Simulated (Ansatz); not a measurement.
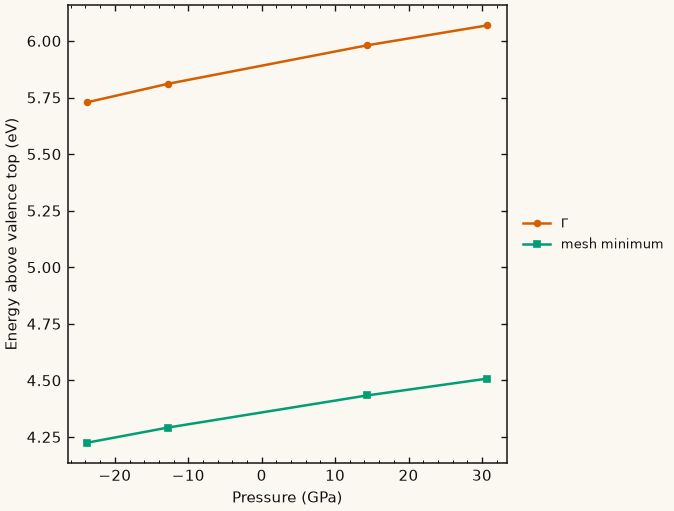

Lowest conduction level at Γ, counted from the valence-band top at Γ, and the lowest one over the whole k mesh (the mesh minimum, which lies off that point).

System: diamond-type C, space group Fd-3m (No. 227), 2 atoms in the primitive cell. The cell is scaled uniformly. Level of theory: r2SCAN, Ansatz PAW set, no spin polarisation, no spin-orbit coupling, 14×14×14 k mesh, 500 eV cutoff, Fermi-Dirac smearing of 0.03 eV; code Ansatz 0.2.0.

> How does each level move from −23.7 GPa to 30.7 GPa?

Γ rises by 0.34 eV and the mesh minimum rises by 0.28 eV.

> What are the pressure coefficients?

Straight lines through the points have slopes of +6 at Γ and +5 at the mesh minimum (meV per GPa).

The values:
```csv
pressure,Γ (eV),mesh minimum (eV),volume (Å³/atom)
−23.7 GPa,5.73,4.23,5.98
−12.8 GPa,5.81,4.29,5.81
14.3 GPa,5.98,4.43,5.47
30.7 GPa,6.07,4.51,5.31
```

The PAW data sets were made with another functional. LDA, GGA and most meta-GGA functionals understate gaps. Diamond is metastable; the stable form of carbon is graphite. All these cells lie far from zero pressure, so the slopes aren't those at rest.
